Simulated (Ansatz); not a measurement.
Input of the run:

```
crystal:
  lattice:
    - [0.0, 2.701992, 2.701992]
    - [2.701992, 0.0, 2.701992]
    - [2.701992, 2.701992, 0.0]
  atoms:
    - { symbol: Pb, position: [0.0, 0.0, 0.0] }
    - { symbol: O, position: [0.25, 0.25, 0.25] }
    - { symbol: O, position: [0.75, 0.75, 0.75] }
kpoints:
  mp_grid: { grid: [12, 12, 12] }
  band_path:
    path:
      - [0.0, 0.0, 0.0]
      - [0.5, 0.0, 0.5]
      - [0.625, 0.25, 0.625]
      - [0.375, 0.375, 0.75]
      - [0.0, 0.0, 0.0]
      - [0.5, 0.5, 0.5]
      - [0.5, 0.25, 0.75]
      - [0.5, 0.0, 0.5]
    npoints: 8
scf:
  occupations: { method: fermi_dirac, width: 0.05 }
hamiltonian:
  xc: pbe
  pseudopotentials: { kind: all_electron, lapw: { basis_error: 0.001 } }
output:
  forces: true
  stress: true
  eigenvalues: true
  populations: true
  dos: { projected: true, de: 0.2, e_range: [-14, 8] }
```

What does the calculation give for the electronic structure? The path is Γ–X–U–K–Γ–L–W–X.

A metal: bands cross the Fermi level along this path. At Γ the nearest levels lie 1.22 eV below and 6.98 eV above the Fermi level. The density of states at the Fermi level isn't well fixed here: it changes fast, and within 0.3 eV it runs from 0.078 to 3.1 per eV and cell. The tallest peak in the window is at −0.4 eV; by projected weight it is O almost alone.

Spin-orbit coupling is left out, which matters for Pb.

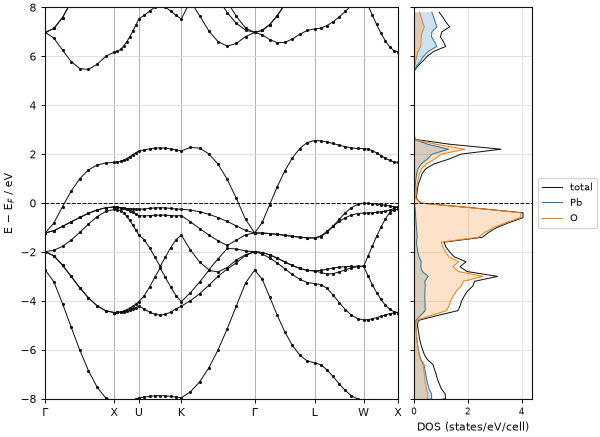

Band structure and density of states. Energies are counted from the Fermi level. The path runs straight from each named point to the next. The partial curves are projected on atomic shells.
